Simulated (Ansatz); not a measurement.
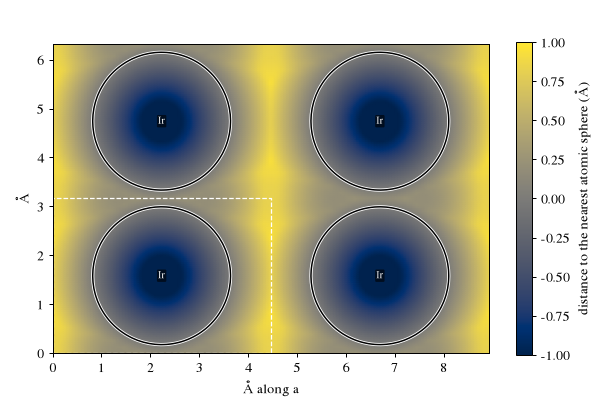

Map of the distance to the nearest atomic sphere in IrO2 (P4_2/mnm), computed on the section y = 0.500 (parallel to a and c; the dashed line is one cell). The black line marks the spheres' surfaces; positive values are empty space; unlabelled circles belong to atoms above or below the section.

The atoms' radii are covalent radii (Cordero): Ir 1.41 Å, O 0.66 Å.

Origin of the cell: the geometry relaxed at a target pressure of 10 GPa with DFT PBE, scalar-relativistic, plane waves, PAW (Ansatz 0.2.0).

Space group P4_2/mnm (No. 136). a = 4.464 Å, b = 4.464 Å, c = 3.161 Å, α = 90.00°, β = 90.00°, γ = 90.00°
| atom | site | symmetry | x | y | z |
| --- | --- | --- | --- | --- | --- |
| Ir | 2a | m.mm | 0.5000 | 0.5000 | 0.5000 |
| O | 4f | m.2m | 0.6912 | 0.6912 | 0.0000 |

> Where is the largest hole in this section, and how large is it?

At 0.000, 0.500, 0.250 (fractional), where the distance reaches 0.96 Å; it is enclosed by 4 Ir (then 4 O) in a distorted tetrahedral arrangement. It is the largest hole of the crystal.

> How much of the crystal lies outside the spheres?

About 55 % of the cell's volume, and 56 % of this section's area.

> What can pass through?

The largest sphere that fits anywhere has a diameter of 1.92 Å; the largest that can travel through the crystal, about 1.7 Å.
